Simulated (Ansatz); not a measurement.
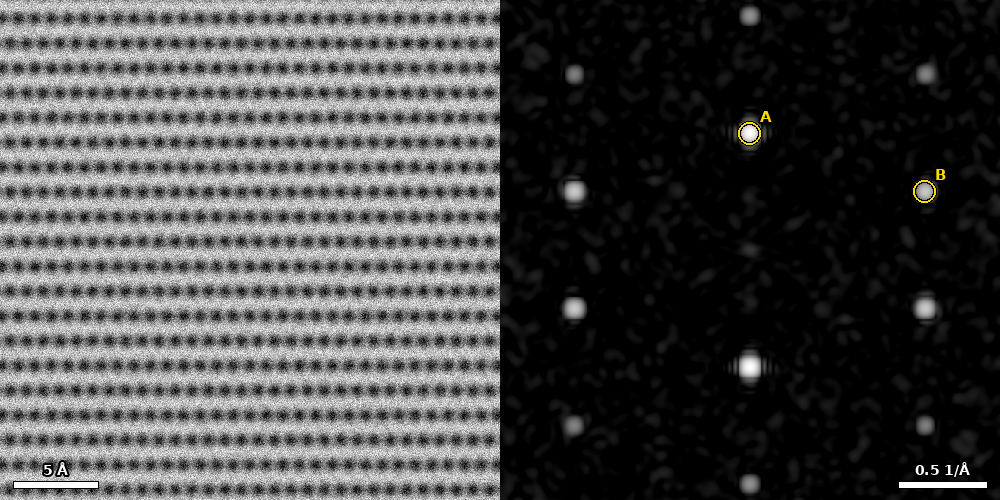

HRTEM-like image of Ta (Fm-3m, No. 225) along [221]. Simulated in the weak-phase-object approximation with neutral-atom potentials: 300 kV, Cs = 10 µm, defocus −53 Å (negative is underfocus), defocus spread 15 Å, aperture 1.62 1/Å. Shot noise was added. Atomic positions: the input geometry of a calculation; the starting structure was generated, so it need not be a known form of this composition.

The right panel is the modulus of the image's Fourier transform on a logarithmic scale.

a = 4.208 Å, b = 4.208 Å, c = 4.208 Å, α = 90.00°, β = 90.00°, γ = 90.00°

**Index the marked spots and give their plane spacings (the zone axis points at the viewer; indices equivalent by symmetry, or all signs reversed, are as good).**

A: (-2 2 0), d = 1.49 Å; B: (0 2 -4), d = 0.94 Å. A and B enclose 72°, and every spot obeys the zone law hu + kv + lw = 0 for [221].
